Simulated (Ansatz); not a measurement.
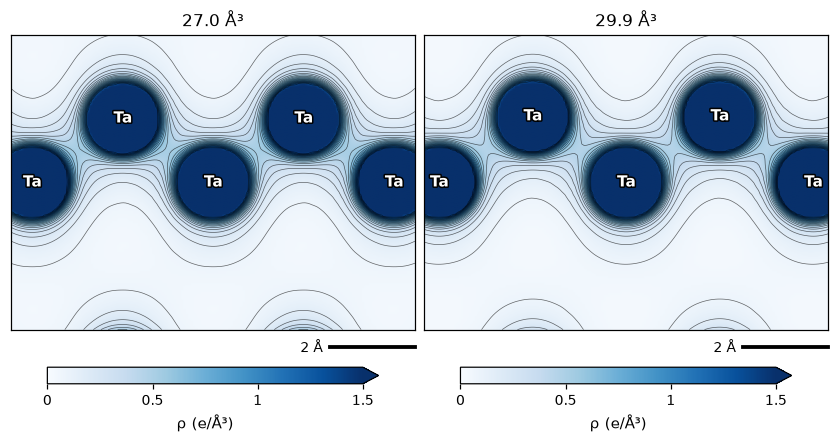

Ta. The valence electron density of cells scaled evenly to different volumes (given per atom above each panel), on the (011̄) plane of each (indices in the axes of the cell below), at one length scale and on one colour scale.

The calculation used DFT, PBE, PAW with Ansatz's default frozen-core files, scalar-relativistic (Ansatz 0.2.0).

The density is the valence pseudo-density of a PAW calculation; it isn't the true density close to the nuclei.

The largest cell:

```
Ta
1.0
     0.00000    3.10336    3.10336
     3.10336    0.00000    3.10336
     3.10336    3.10336    0.00000
Ta
2
Direct
  0.00000 0.00000 0.00000
  0.25000 0.25000 0.25000
```

| volume (Å³/atom) | Ta–Ta contact in the plane (Å) | ρ at its midpoint (e/Å³) | pressure (GPa) | 
| --- | --- | --- | --- |
| 27.04 | 2.599 | 0.514 | 3.9 | 
| 28.46 | 2.644 | ? | ? | 
| 29.89 | 2.688 | 0.460 | −3.2 | 

**Estimate the missing row, and compare with the calculation.**

Over the known rows ln ρ falls by 1.25 per Å of Ta–Ta distance (the line through the two), which gives 0.486 e/Å³ at 2.644 Å; the calculation gives 0.486 e/Å³. For the pressure, a straight line in volume between the neighbouring rows gives 0.4 GPa; the calculation gives 0.0, lower because pressure rises ever faster on compression.
